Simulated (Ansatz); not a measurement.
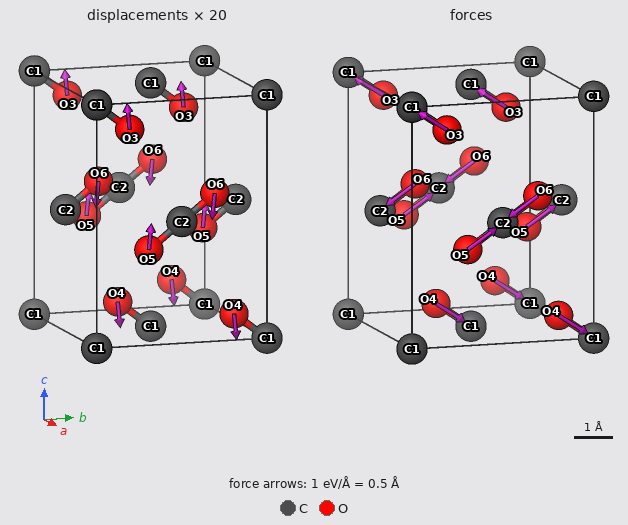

Left: crystalline CO2 (set up in Cmce) in its unrelaxed database cell, with purple arrows for the displacements applied to it (without the part that the change of the cell carries along). Right: the displaced structure with the computed forces. Besides, the cell is strained by +6.7 % along b, +2.0 % along a, −0.6 % along c (volume +8.2 %). Style: ball-and-stick. Shown: the conventional cell (2 times the calculation's cell), slightly off an axis. Lengths and directions refer to the drawn axes.

Computed with DFT PBE, scalar-relativistic, plane waves, PAW (Ansatz). Set-up: plane-wave cutoff 420 eV; k-point mesh 6 × 6 × 4; occupations gaussian; smearing width 0.02 eV; no spin polarisation.

### How do the forces relate to the distortion?

The O atoms are displaced by 0.04 Å relative to the cell: O4 0.04 Å roughly along −c. No relaxation follows. Among the bonded contacts that change: C–O 1.167 → 1.190 Å. The space group stays Cmce (No. 64). Energy change: +3.3 meV per atom. Pressure: 2.7 GPa before, −4.3 GPa after. The principal stresses (compression positive) are 1.8 GPa along a, −4.0 GPa along c, −10.7 GPa along b. The largest forces, 2 eV/Å, act on O3, O4, O5 and O6; on O3 it points along [0 −2 1]. The forces point along the displacements, not back (a soft direction, or forces left over where the reference was relaxed at another level) (cosine 0.63). The gap on the k-mesh goes from 6.64 to 6.31 eV.
